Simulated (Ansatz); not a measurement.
# MnO2: which magnetic state does the SCF reach?

How much does the result for MnO2 depend on the starting moments? The same cell is run from several starts. We look at MnO2: the deposited crystal structure (space group P4_2/mnm), with 6 atoms per cell. Source: COD entry 1514228.

Computed with Ansatz 0.2.0 (DFT PBE+U, PAW, plane waves, scalar-relativistic; U − J = 3.9 eV on Mn d, unless a step's input says otherwise).

### Step 1. Starting point

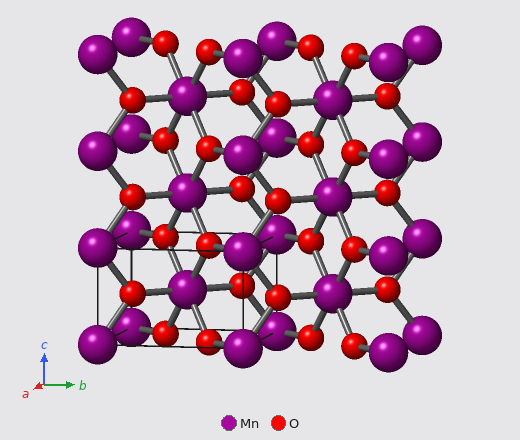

Start, viewed slightly off an axis; manganese purple, oxygen red. 1×2×3 cells are drawn. Atoms on the faces are drawn again on the opposite ones.

Coordinates:

```cif
data_structure
_symmetry_space_group_name_H-M 'P 1'
_symmetry_Int_Tables_number 1
_cell_length_a 4.3970
_cell_length_b 4.3970
_cell_length_c 2.8690
_cell_angle_alpha 90.000
_cell_angle_beta 90.000
_cell_angle_gamma 90.000
_cell_volume 55.47
loop_
_atom_site_label
_atom_site_type_symbol
_atom_site_fract_x
_atom_site_fract_y
_atom_site_fract_z
_atom_site_occupancy
Mn1 Mn 0.00000 0.00000 0.00000 1
Mn2 Mn 0.50000 0.50000 0.50000 1
O1 O 0.30500 0.30500 0.00000 1
O2 O 0.19500 0.80500 0.50000 1
O3 O 0.69500 0.69500 0.00000 1
O4 O 0.80500 0.19500 0.50000 1
```

In tables a label like O6 counts atoms in the order of input.yaml; a structure file may count by element.

First come: parallel moments, plain SCF; opposed moments +-, plain SCF; no spin polarisation; spin on, no moments given (the program may seed its own), plain SCF. What is tried next depends on their ends.

A plain SCF has the search for lower states switched off and ends at the first converged state. Ends within 0.2 meV/atom and 0.1 μB count as one state.

Site moments are integrals over atomic spheres and don't add up to the total.

### Step 2. Parallel moments, plain SCF

The input, input.yaml:

```yaml
crystal:
  lattice:
    - [4.397, 0.0, 0.0]
    - [0.0, 4.397, 0.0]
    - [0.0, 0.0, 2.869]
  atoms:
    - { symbol: Mn, position: [0.0, 0.0, 0.0], spin: 4.5 }
    - { symbol: Mn, position: [0.5, 0.5, 0.5], spin: 4.5 }
    - { symbol: O, position: [0.305, 0.305, 0.0] }
    - { symbol: O, position: [0.195, 0.805, 0.5] }
    - { symbol: O, position: [0.695, 0.695, 0.0] }
    - { symbol: O, position: [0.805, 0.195, 0.5] }
magnetization:
  spin_polarized: true
hamiltonian:
  xc: pbe
  pseudopotentials: { kind: paw }
  hubbard: { sites: [{ species: Mn, l: d, u_eff: 3.9 }] }
basis:
  ecutwfc: 420
kpoints:
  mp_grid: { grid: [5, 5, 7] }
scf:
  occupations: { method: gaussian, width: 0.05 }
  lower_state_search: "off"
output:
  forces: true
  stress: true
```

Output (excerpt; [...] marks lines left out):

```text
Mn: projections on atomic orbitals take those of the free atom [Ne] 3s2 3p6 3d5 4s2, of charge +0.00 (hamiltonian.pseudopotentials.projection_atoms); the dataset's partial waves leave at most 9.0e-7 of an orbital's norm unspanned inside its sphere
O: projections on atomic orbitals take those of the free atom [He] 2s2 2p4, of charge +0.00 (hamiltonian.pseudopotentials.projection_atoms); the dataset's partial waves leave at most 1.9e-8 of an orbital's norm unspanned inside its sphere
[...]
Pseudopotentials: kind: paw
Pseudopotential: Mn, paw, valence charge 15, recommended cutoff 420 eV (normal), Mn.paw.azcp
Pseudopotential: O, paw, valence charge 6, recommended cutoff 420 eV (normal), O.paw.azcp
Functional definition: PBE
[...]
Crystal: 6 atoms, lattice volume = 55.468 Å³
Basis set: ecut = 420 eV, 1073 PW (Γ), exchange–correlation on 60×60×40 points (8 copies of the dense FFT grid, shifted against one another)
Bands: 38, of which v1, the nominal top of the filled ones, is band 27 counted from 1 (26 counted from 0)
Symmetry: 16 space group operations
Space group: P42/mnm (ITA 136), of the structure as read, at distance tolerance 3.8e-5 Å
Magnetic group: BNS 136.495 (UNI 1155), of the structure as read, at distance tolerance 3.8e-5 Å
k-points: 24 of 175
[...]
Starting moments: Σ|m| = 9 μB on 2 of 6 sites
[...]
the last iteration of the SCF fills more bands at one k-point than at another: 30 at σ=↑ k=1 and 31 at σ=↑ k=0; 23 at σ=↓ k=0 and 24 at σ=↓ k=1 (a band counts as filled where it holds over half of its capacity, the bands of one level by their mean; [...]
SCF converged after 12 iterations
Magnetization: 6.0117 μB (30.0059 up, 23.9941 down)
Absolute magnetization: 6.7027 μB (∫|ρ↑−ρ↓|, with the PAW one-centre terms)
Spin contamination: 0.1647 ħ² per cell (⟨S²⟩ above its minimum at these occupations)
Per-site moments (μB) at R_I (Å): [(2.6348753219939276, 0.7748097662224954), (2.634875321993928, 0.7748097662224954), (-0.033959369693874905, 0.7748097662224954), (-0.033959369693874426, 0.7748097662224954), (-0.03395936969387477, 0.7748097662224954), (-0.03395936969387443, 0.7748097662224954)]
Free energy (F): -10062.154447 eV
[...]
E sigma→0 (E₀):  -10062.154414 eV
Entropy (-TS):   -0.000065 eV (-0.011 meV/atom)
Fermi energy:    10.643167 eV
[...]
--- Forces (eV/Å), atoms counted from 1 ---
  atom   1  Mn     0.00000000    -0.00000000     0.00000000
  atom   2  Mn     0.00000000     0.00000000     0.00000000
  atom   3  O     -0.04156554    -0.04156554     0.00000000
  atom   4  O      0.04156554    -0.04156554     0.00000000
  atom   5  O      0.04156554     0.04156554     0.00000000
  atom   6  O     -0.04156554     0.04156554     0.00000000
[...]
--- Stress (GPa, compression-positive) ---
        9.486009       0.000000       0.000000
        0.000000       9.486009       0.000000
        0.000000       0.000000      14.182004
  P = ⅓ Tr σ = 11.0513 GPa (110.513 kbar)
Occupation matrices written to <dir>
```

Wall time 4.6 s (2 threads of an Arm CPU, shared host); peak memory 0.38 GiB.

The state reached is ferromagnetic, site moments Mn1 2.63, Mn2 2.63 μB, total 6.01 μB per cell, no gap on the k-mesh.

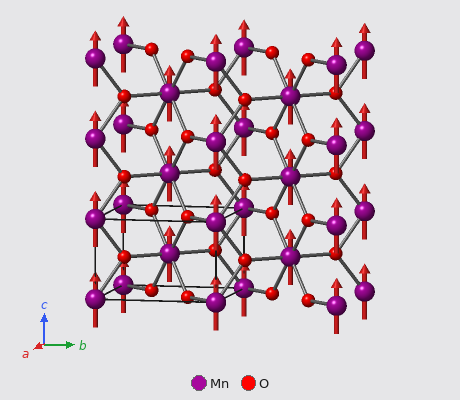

Arrows show the site moments: red and blue are opposite signs, and length grows with size. The axis is drawn upright for the eye.

### Step 3. Opposed moments +-, plain SCF

Edit input.yaml of step 2 so:

```diff
@@ -7,3 +7,3 @@
     - { symbol: Mn, position: [0.0, 0.0, 0.0], spin: 4.5 }
-    - { symbol: Mn, position: [0.5, 0.5, 0.5], spin: 4.5 }
+    - { symbol: Mn, position: [0.5, 0.5, 0.5], spin: -4.5 }
     - { symbol: O, position: [0.305, 0.305, 0.0] }
```

Output (excerpt; [...] marks lines left out):

```text
[... 14 lines as in an earlier run ...]
Symmetry: 8 space group operations
Space group: Cmmm (ITA 65), of the structure as read, at distance tolerance 3.8e-5 Å
Magnetic group: BNS 136.498 (UNI 1158), of the structure as read, at distance tolerance 3.8e-5 Å
k-points: 36 of 175
[... 6 lines as in an earlier run ...]
Starting moments: Σ|m| = 9 μB on 2 of 6 sites
Starting magnetic order: altermagnet, d-wave, planar spin-momentum locking; spin-degenerate planes through Γ normal to [0 1 0], [1 0 0] of the run's lattice
[... 2 lines as in an earlier run ...]
SCF iter   1: F=—  HF=-10061.779189 eV  |F-HF|=—  |Δ(HF+E_count)|=         —  Δρ=8.99e-2 (↑8.99e-2 ↓8.99e-2)  dr2=1.46e1  dr2_m=5.26e-1  M=0.000 μB ∫|m|=7.784 μB  β_m=0.30  ethr=3.10e-3  ⟨swp⟩=5.0  Hψ=9256  notcnv=0  defer=68
[...]
Per-site moments (μB) at R_I (Å): [(2.547628786307031, 0.7748097662224954), (-2.547628950574819, 0.7748097662224954), (-0.014624166400255292, 0.7748097662224954), (0.014624266662503946, 0.7748097662224954), (-0.014624166400255175, 0.7748097662224954), (0.01462426666250395, 0.7748097662224954)]
Free energy (F): -10062.208368 eV
[...]
E sigma→0 (E₀):  -10062.208368 eV
Fermi energy:    10.818543 eV
[...]
--- Forces (eV/Å), atoms counted from 1 ---
  atom   1  Mn     0.00000000     0.00000000     0.00000000
  atom   2  Mn     0.00000000     0.00000000     0.00000000
  atom   3  O     -0.06033358    -0.06033358     0.00000000
  atom   4  O      0.06033573    -0.06033573     0.00000000
  atom   5  O      0.06033358     0.06033358     0.00000000
  atom   6  O     -0.06033573     0.06033573     0.00000000
[...]
--- Stress (GPa, compression-positive) ---
        7.473471      -0.000065       0.000000
       -0.000065       7.473471       0.000000
        0.000000       0.000000      12.563869
  P = ⅓ Tr σ = 9.1703 GPa (91.703 kbar)
Occupation matrices written to <dir>
```

It took 6.6 s on 2 threads of an Arm CPU, shared host; peak memory 0.43 GiB.

Result: antiferromagnetic (magnetic neighbours of Mn2 with a moment over 0.3 of its own that point the other way: 0 of 2 at 2.87 Å, 8 of 8 at 3.42 Å), site moments Mn1 2.55, Mn2 -2.55 μB, total 0.00 μB per cell, a gap of 0.35 eV on the k-mesh. It lies 9.0 meV/atom below the lowest state so far (step 2).

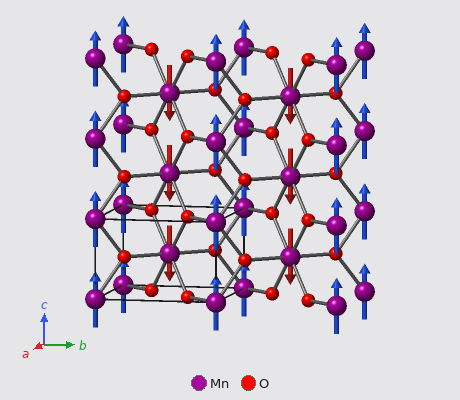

The moments of this state as arrows, longer for larger moments (red one way, blue the other). Without spin-orbit coupling their common direction is free.

### Step 4. No spin polarisation

Edit input.yaml of step 3 so:

```diff
@@ -6,4 +6,4 @@
   atoms:
-    - { symbol: Mn, position: [0.0, 0.0, 0.0], spin: 4.5 }
-    - { symbol: Mn, position: [0.5, 0.5, 0.5], spin: -4.5 }
+    - { symbol: Mn, position: [0.0, 0.0, 0.0] }
+    - { symbol: Mn, position: [0.5, 0.5, 0.5] }
     - { symbol: O, position: [0.305, 0.305, 0.0] }
@@ -12,4 +12,2 @@
     - { symbol: O, position: [0.805, 0.195, 0.5] }
-magnetization:
-  spin_polarized: true
 hamiltonian:
```

Output (excerpt; [...] marks lines left out):

```text
[... 13 lines as in an earlier run ...]
Bands: 33, of which v1, the nominal top of the filled ones, is band 27 counted from 1 (26 counted from 0)
[... 8 lines as in an earlier run ...]
[...]
[... 2 lines as in an earlier run ...]
SCF iter   1: F=—  HF=-10062.697579 eV  |F-HF|=—  |Δ(HF+E_count)|=         —  Δρ=4.10e-1  dr2=9.09e1  ethr=3.10e-3  ⟨swp⟩=6.5  Hψ=2734  notcnv=0
[...]
iteration 34: the SCF's residuals had fallen too slowly under its mixing. It goes on by minimising its free energy, and can end on another state than longer mixing would; under `scf.algorithm: density_mixing` no SCF does so, but by `scf.convergence.dm_fallback`
[...]
SCF iter  39: F=-10057.632690 eV  HF=-10057.632690 eV  |F-HF|=4.90e-9  |Δ(HF+E_count)|=  3.64e-12  Δρ=3.55e-6  dr2=6.10e-9  ethr=1.13e-11  ⟨swp⟩=2.1  Hψ=3041  notcnv=0
[...]
Free energy (F): -10057.632690 eV
[...]
E sigma→0 (E₀):  -10057.629607 eV
Entropy (-TS):   -0.006166 eV (-1.028 meV/atom)
Fermi energy:    10.586009 eV
[...]
--- Forces (eV/Å), atoms counted from 1 ---
  atom   1  Mn     0.00000000    -0.00000000     0.00000000
  atom   2  Mn     0.00000000     0.00000000     0.00000000
  atom   3  O     -0.53880124    -0.53880124     0.00000000
  atom   4  O      0.53880124    -0.53880124     0.00000000
  atom   5  O      0.53880124     0.53880124     0.00000000
  atom   6  O     -0.53880124     0.53880124     0.00000000
[...]
--- Stress (GPa, compression-positive) ---
       -5.081856       0.000000       0.000000
        0.000000      -5.081856       0.000000
        0.000000       0.000000       3.338907
  P = ⅓ Tr σ = -2.2749 GPa (-22.749 kbar)
--- Band table (eV; the first three rows and the last of 24) ---
[...]
Occupation matrices written to <dir>
```

Run time: 15 s. Hardware: 2 threads of an Arm CPU, shared host; peak memory 0.4 GiB.

Result: non-magnetic (no spin polarisation), no gap on the k-mesh. It lies 763 meV/atom above the lowest state so far (step 3).

### Step 5. Spin on, no moments given (the program may seed its own), plain SCF

Edit input.yaml of step 4 so:

```diff
@@ -26 +26,3 @@
   stress: true
+magnetization:
+  spin_polarized: true
```

Output (excerpt; [...] marks lines left out):

```text
[... 2 lines as in an earlier run ...]
band count auto-derived: 38 (N_el = 54.0; filled up to band 27; 33 by the electrons, moments and atoms)
[... 23 lines as in an earlier run ...]
SCF iter   1: F=—  HF=-10062.708385 eV  |F-HF|=—  |Δ(HF+E_count)|=         —  Δρ=2.05e-1 (↑2.05e-1 ↓2.05e-1)  dr2=9.10e1  dr2_m=0.00e0  M=0.000 μB ∫|m|=0.000 μB  β_m=0.30  ethr=3.10e-3  ⟨swp⟩=5.1  Hψ=3109  notcnv=0  defer=6
[...]
[... 1 line as in an earlier run ...]
[...]
SCF iter  16: F=-10062.154447 eV  HF=-10062.154447 eV  |F-HF|=1.16e-8  |Δ(HF+E_count)|=   4.28e-8  Δρ=3.05e-6 (↑3.05e-6 ↓2.70e-6)  dr2=2.15e-8  dr2_m=8.72e-11  M=6.012 μB ∫|m|=6.673 μB  ethr=1.85e-10  ⟨swp⟩=3.1  Hψ=4611  notcnv=0
[... 1 line as in an earlier run ...]
[...]
SCF converged after 16 iterations
Magnetization: 6.0117 μB (30.0059 up, 23.9941 down)
Absolute magnetization: 6.7027 μB (∫|ρ↑−ρ↓|, with the PAW one-centre terms)
Spin contamination: 0.1647 ħ² per cell (⟨S²⟩ above its minimum at these occupations)
Per-site moments (μB) at R_I (Å): [(2.6348775445689525, 0.7748097662224954), (2.6348775445689503, 0.7748097662224954), (-0.03396122340255308, 0.7748097662224954), (-0.03396122340255285, 0.7748097662224954), (-0.033961223402553156, 0.7748097662224954), (-0.03396122340255284, 0.7748097662224954)]
Free energy (F): -10062.154447 eV
[...]
E sigma→0 (E₀):  -10062.154414 eV
Entropy (-TS):   -0.000065 eV (-0.011 meV/atom)
Fermi energy:    10.643159 eV
[... 30 lines left out: energy terms, forces, stress ...]
Occupation matrices written to <dir>
```

Wall time 5 s (2 threads of an Arm CPU, shared host); peak memory 0.38 GiB.

Nothing new: the 16 iterations lead to the state found in step 2 (ferromagnetic).

[end of part 1 of 2]
